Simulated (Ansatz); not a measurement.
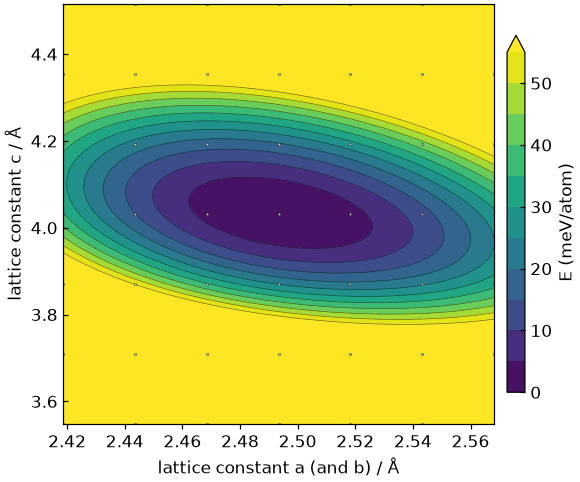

Co (P6_3/mmc, No. 194; 2 atoms in the cell). The energy is mapped over the lattice constants a and c of the conventional cell. The first coordinate is: lattice constant a (and b); the second: lattice constant c. Nothing is relaxed (symmetry fixes all fractional coordinates). Grid: 7 × 7 points. All energies are given in meV/atom relative to the lowest grid point. The electronic state followed may not be the lowest one. Level of theory: DFT PBE, scalar-relativistic, plane waves, PAW (Ansatz 0.2.0). Settings: cutoff 520 eV, k-mesh 21×21×12 in the order of the run's cell vectors, gaussian smearing 0.15 eV, spin-polarised.

Drawn: filled contours, dots at the grid points, one colour for all values above the top of the scale. Between grid points the surface is interpolated.

**Where is the minimum, and how stiff is the well along each coordinate?**

The interpolated minimum is at lattice constant a (and b) ≈ 2.493 Å, lattice constant c ≈ 4.032 Å. The curvatures there are about 22 eV/Å² and 3.4 eV/Å², with a cross term of about 3 eV/Å² (per cell of 2 atoms). Round the minimum the valley is somewhat tilted: raising lattice constant a (and b) shifts the best value of lattice constant c downwards (coupling k₁₂/√(k₁₁k₂₂) about 0.3).

PAW datasets: the set soft_1.
